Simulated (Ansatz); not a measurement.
# Run report: TaN, single-point calculation

System: TaN (P6₃mc, 4 atoms in the cell).
Method: DFT PBE, scalar-relativistic, plane waves, PAW, no spin polarisation (Ansatz 0.2.0).

The structure derives from an entry of the Crystallography Open Database. Figures and captions count atoms from 1; the log counts them from 0 in places.

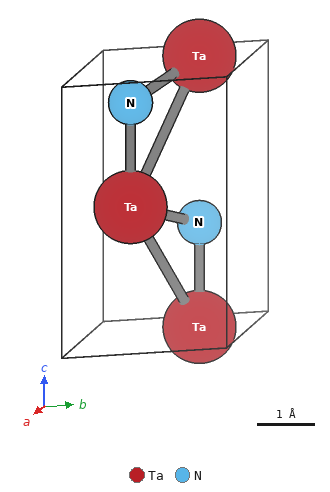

Figure 1. The structure as given in the input (ball-and-stick view of the cell of the calculation, seen slightly off an axis).

Input
```yaml
crystal:
  lattice:
    - [3.0500010905, 0.0, 0.0]
    - [-1.5250005453, 2.641378426, 0.0]
    - [0.0, 0.0, 4.94]
  atoms:
    - { symbol: Ta, position: [0.3333333333, 0.6666666667, 0.0] }
    - { symbol: Ta, position: [0.6666666667, 0.3333333333, 0.5] }
    - { symbol: "N", position: [0.3333333333, 0.6666666667, 0.385] }
    - { symbol: "N", position: [0.6666666667, 0.3333333333, 0.885] }
basis:
  ecutwfc: 420
kpoints:
  mp_grid: { grid: [6, 6, 4] }
hamiltonian:
  xc: pbe
scf:
  occupations: { method: gaussian, width: 0.1 }
output:
  forces: true
  stress: true
  eigenvalues: true
```

Machine: 1 thread of Intel Xeon @ 2.50GHz (Skylake/Cascade Lake), 192 GiB of memory available, shared host.

Run as:
```bash
ansatz run input.yaml --threads 1 --pin off --max-ram 2560MiB --backend cpu --events-out ev --progress --plain --runs-dir out
```

Output
```
Engine: ansatz 0.2.0, x86_64-unknown-linux-gnu
Pseudopotentials: kind: paw
Pseudopotential: Ta, paw, valence charge 13, recommended cutoff 420 eV (normal), Ta.paw.azcp
Pseudopotential: N, paw, valence charge 5, recommended cutoff 420 eV (normal), N.paw.azcp
Functional definition: PBE
  parameter kappa = 0.804
  parameter beta = 0.06672455060314922
  exchange = pbe_x(kappa = kappa, mu = beta*pi^2/3)
  correlation = pbe_c(beta = beta)
Crystal: 4 atoms, lattice volume = 39.798 Å³
Basis set: ecut = 420 eV, 785 PW (Γ), exchange–correlation on 48×48×72 points (8 copies of the dense FFT grid, shifted against one another)
Bands: 22, of which v1, the nominal top of the filled ones, is band 18 counted from 1 (17 counted from 0)
Symmetry: 12 space group operations
Space group: P63mc (ITA 186), of the structure as read, at distance tolerance 3.4e-5 Å
k-points: 21 of 144 (time reversal used)
Non-local potential: Ta, projectors of the file, l = 0: 3, l = 1: 2, l = 2: 2, l = 3: 1
Non-local potential: N, projectors of the file, l = 0: 2, l = 1: 2, l = 2: 1
PAW form: soft (Blöchl's): semilocal exchange-correlation on the pseudo side does not see the compensation charge
PAW one-centre angular grid: Ta, 590 points (default); XC on 64 Gauss nodes
PAW one-centre angular grid: N, 110 points (default); XC on 64 Gauss nodes
Initial density: superposition of atomic densities (neutral atoms: chi_scale 0, normalization atom), corrected by the library's trained network
Initial wavefunctions: pseudopotential atomic-orbital guess
Functional: x = pbe(κ = 0.804, μ = 0.2195149727645171), c = pbe(β = 0.06672455060314922)
SCF iter   1: F=—  HF=-20629.995034 eV  |F-HF|=—  |Δ(HF+E_count)|=         —  Δρ=2.40e-2  dr2=2.17e-1  ethr=1.77e-3  ⟨swp⟩=5.2  Hψ=2135  notcnv=0
preconditioner: auto → none  [insulator: Δε(μ)=0.300 eV  Ē_g=10.174 eV  σ=0.100 eV  W_gap=0.79  n_scr=10 (ndim 8)  ℏωp=26.3 eV  f_vac=0.000  D(μ)=1.51/eV (n_scr^D=10)  ε∞_Penn≈7.7]
SCF iter   2: F=—  HF=-20629.939144 eV  |F-HF|=—  |Δ(HF+E_count)|=   5.59e-2  Δρ=5.00e-3  dr2=4.62e-3  ethr=6.04e-4  ⟨swp⟩=2.0  Hψ=824  notcnv=0  defer=2
SCF iter   3: F=—  HF=-20629.938858 eV  |F-HF|=—  |Δ(HF+E_count)|=   2.86e-4  Δρ=1.95e-3  dr2=5.56e-4  ethr=1.28e-5  ⟨swp⟩=2.4  Hψ=620  notcnv=0  defer=2
SCF iter   4: F=—  HF=-20629.939000 eV  |F-HF|=—  |Δ(HF+E_count)|=   1.42e-4  Δρ=1.47e-4  dr2=4.02e-6  ethr=1.54e-6  ⟨swp⟩=2.1  Hψ=718  notcnv=0  defer=2
SCF iter   5: F=—  HF=-20629.939020 eV  |F-HF|=—  |Δ(HF+E_count)|=   1.98e-5  Δρ=3.39e-5  dr2=1.29e-7  ethr=1.12e-8  ⟨swp⟩=2.0  Hψ=772  notcnv=0  defer=2
SCF iter   6: F=-20629.939020 eV  HF=-20629.939020 eV  |F-HF|=1.24e-9  |Δ(HF+E_count)|=   9.19e-8  Δρ=3.65e-6  dr2=2.59e-9  ethr=2.78e-10  ⟨swp⟩=5.2  Hψ=1913  notcnv=0
SCF 1 converged in 6 iterations: F = -20629.939020 eV  dr2 = 2.59e-9
  greatest PAW one-centre occupation: 1.000 electrons in one spin orbital (limit 2), on the Ta atom at site 1 (counted from 0), in its partial waves of l = 0
SCF converged after 6 iterations
Free energy (F): -20629.939020 eV
Harris-Foulkes:  -20629.939020 eV  (|F-HF|=1.24e-9)
Internal energy: -20629.931384 eV  (E = F + TS)
E sigma→0 (E₀):  -20629.935202 eV
Entropy (-TS):   -0.007636 eV (-1.909 meV/atom)
Fermi energy:    22.635715 eV
--- Per-component energies (eV) ---
  E_band       = -46.760422
  E_kinetic    = 1044.063528
  E_local      = -1346.024139  (includes V_loc(G=0)·N_el)
  E_nonlocal   = 134.154350
  E_hartree    = 487.159636
  E_xc         = -569.390703
  E_vxc        = -577.115835  (∫ρ·V_xc dr)
  E_paw        = -17057.580722  (= ΣΔE_a)
  E_vpaw       = -276.158701  (= ΣTr[D̂ρ^β])
  E_aug_tail   = 0.000609  (compensation charges beyond the density's cutoff)
  E_ewald      = -3322.313943
  E_smearing   = -0.007636  (= −TS)
  E_closure    = 0.000000  (closes the sum)
  Σ components = -20629.939020   (vs F -20629.939020, Δ=0.00e0)
--- Forces (eV/Å), atoms counted from 1 ---
  atom   1  Ta    -0.00000000    -0.00000000     2.21988530
  atom   2  Ta     0.00000000     0.00000000     2.21988530
  atom   3  N     -0.00000000    -0.00000000    -2.21987859
  atom   4  N      0.00000000     0.00000000    -2.21987859
  max |Σ_I F_I| component: 1.34e-5 eV/Å
--- Stress (GPa, compression-positive) ---
      146.406435      -0.000000      -0.000000
        0.000000     146.406435      -0.000000
       -0.000000       0.000000     120.384005
  P = ⅓ Tr σ = 137.7323 GPa (1377.323 kbar)
--- Band table (eV; the first three rows and the last of 21) ---
  k-point 0: bands = ["-45.5844", "-45.4881", "-13.3810", "-12.2650", "-12.2650", "-12.0735", "-12.0735", "-12.0210", "3.4508", "5.0397", "13.8886", "13.8886", "14.2205", "14.8490", "14.8490", "15.1581", "21.9088", "21.9088", "22.3520", "24.8501", "25.4018", "25.4018"]
  k-point 1: bands = ["-45.5704", "-45.5023", "-13.2007", "-12.2423", "-12.2373", "-12.2373", "-12.1019", "-12.1019", "3.8120", "4.9492", "13.8486", "13.9818", "13.9818", "14.4372", "14.6545", "14.6545", "22.4866", "22.4866", "23.1475", "25.2225", "25.2225", "25.3100"]
  k-point 2: bands = ["-45.5365", "-45.5365", "-12.7417", "-12.7417", "-12.1699", "-12.1699", "-12.1699", "-12.1699", "4.5214", "4.5214", "13.6498", "13.6498", "14.2693", "14.2693", "14.2693", "14.2693", "23.9393", "23.9393", "23.9393", "23.9393", "24.5563", "24.5563"]
  k-point 20: bands = ["-45.4671", "-45.4671", "-13.3028", "-13.3028", "-12.7741", "-12.7741", "-12.2993", "-12.2993", "6.0806", "6.0806", "13.9313", "13.9313", "15.0623", "15.0623", "16.5659", "16.5659", "20.7267", "20.7267", "24.6968", "24.6968", "25.7187", "25.7187"]
```

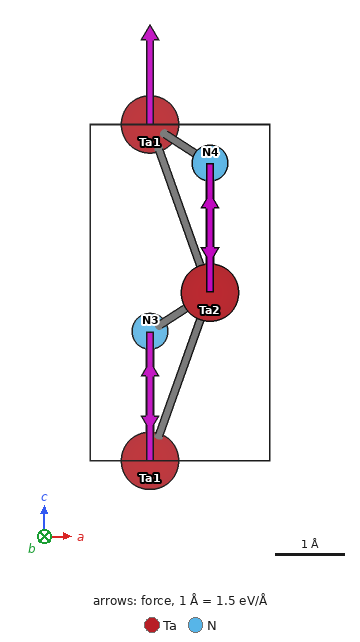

Figure 2. Forces on the atoms as pink arrows (ball-and-stick view of the cell of the calculation, along the b axis; atoms are numbered from 1 in the order of the input). The largest act on Ta1, Ta2 (2.22 eV/Å); N3, N4 (2.22 eV/Å). The geometry is not a stationary point of this energy.

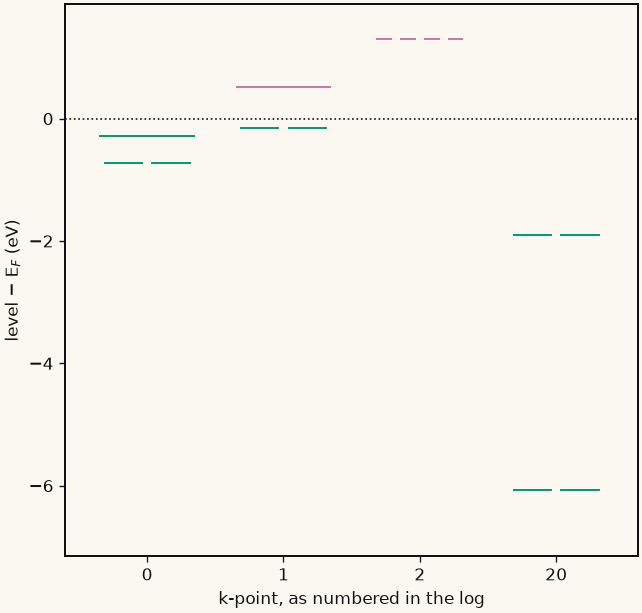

Figure 3. Kohn–Sham levels near the Fermi level (dotted) at the few k-points that the log prints; levels within 0.02 eV of each other stand side by side. The system is metallic on the full mesh.

Key numbers

| quantity | value |
| --- | --- |
| outcome | converged |
| space group (tolerance 0.01 Å) | P6₃mc (186) |
| electrons treated | 36 |
| free energy | −20629.9390 eV |
| Fermi energy | 22.636 eV |
| gap on the k-point mesh | none (metallic) |
| pressure | 137.73 GPa |
| largest force (length of the vector) | 2.220 eV/Å |
| wall time | 2.8 s |
| peak memory | 0.36 GiB |

Notes

Spin–orbit coupling is left out, which matters for Ta. The cell is under a pressure of 138 GPa at this level, so it is not at its equilibrium volume.
